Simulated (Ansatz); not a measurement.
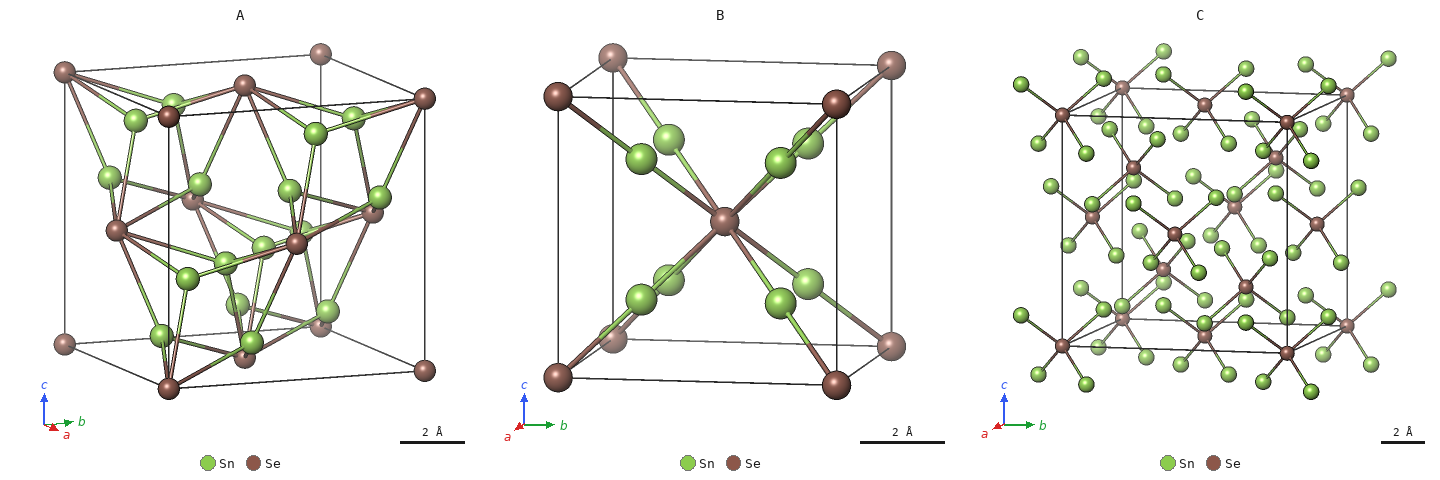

Three structures of Sn4Se, each relaxed to rest (conventional cells in solid outline, small ones repeated, each panel with its own scale). Method: DFT PBE, scalar-relativistic, plane waves, PAW in Ansatz, without spin polarisation.

Name the structure in each panel.

Answer. A: 20 atoms a cell on a face-centred cubic lattice, F-43m; B: 10 atoms a cell on a body-centred cubic lattice, Im-3m; C: 40 atoms a cell on a face-centred cubic lattice, Fd-3m.

Rank them by energy, lowest first.

Answer. C, then B (+18 meV/atom) and A (+171 meV/atom), energies at zero smearing.

Collect the results in a table.

Answer.
| panel | structure | E − E(lowest) (meV/atom) | volume (Å³/atom) | gap (eV) |
| --- | --- | --- | --- | --- |
| C | Fd-3m | 0 | 31.9 | metal |
| B | Im-3m | 18 | 31.5 | metal |
| A | F-43m | 171 | 33.4 | metal |

Some of these may be structure types tried for this composition rather than known phases, and the most stable form need not be among them. Gaps are taken on the k-mesh or band path of each run.
